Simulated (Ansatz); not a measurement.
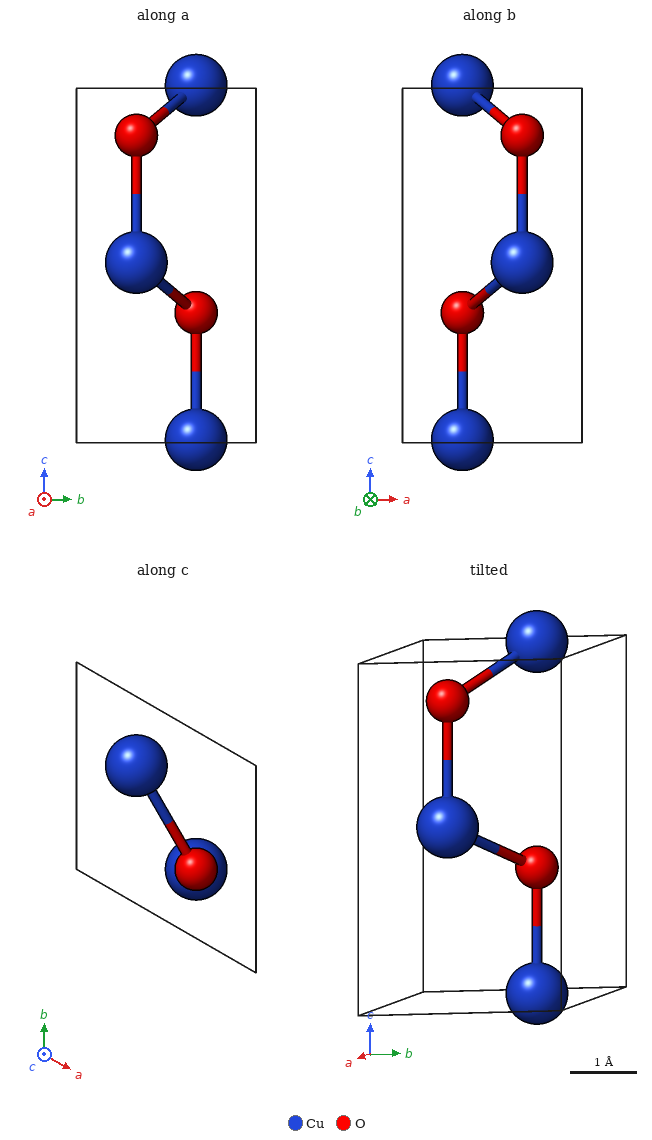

An orthographic ball-and-stick view of the structure, along the a axis, along the b axis, along the c axis and slightly off an axis. The parallelepiped is the conventional unit cell.

Lattice parameters: a = 3.1479 Å, b = 3.1479 Å, c = 5.3860 Å, α = 90.000°, β = 90.000°, γ = 120.000°.

**Give the structure in the form of a CIF in P1 with every atom of the cell, with free fractional coordinates to two decimals.**

```cif
data_structure
_symmetry_space_group_name_H-M 'P 1'
_symmetry_Int_Tables_number 1
_cell_length_a 3.1479
_cell_length_b 3.1479
_cell_length_c 5.3860
_cell_angle_alpha 90.000
_cell_angle_beta 90.000
_cell_angle_gamma 120.000
_cell_volume 46.22
loop_
_atom_site_label
_atom_site_type_symbol
_atom_site_fract_x
_atom_site_fract_y
_atom_site_fract_z
_atom_site_occupancy
Cu1 Cu 0.3333 0.6667 0.01 1
Cu2 Cu 0.6667 0.3333 0.51 1
O1 O 0.3333 0.6667 0.37 1
O2 O 0.6667 0.3333 0.87 1
```

Origin of the cell: a structure type filled with these elements by a generator (whether the compound takes this form wasn't checked). It is drawn as it came out of a relaxation with Ansatz 0.2.0, DFT, PBE, PAW with Ansatz's default frozen-core files, scalar-relativistic.
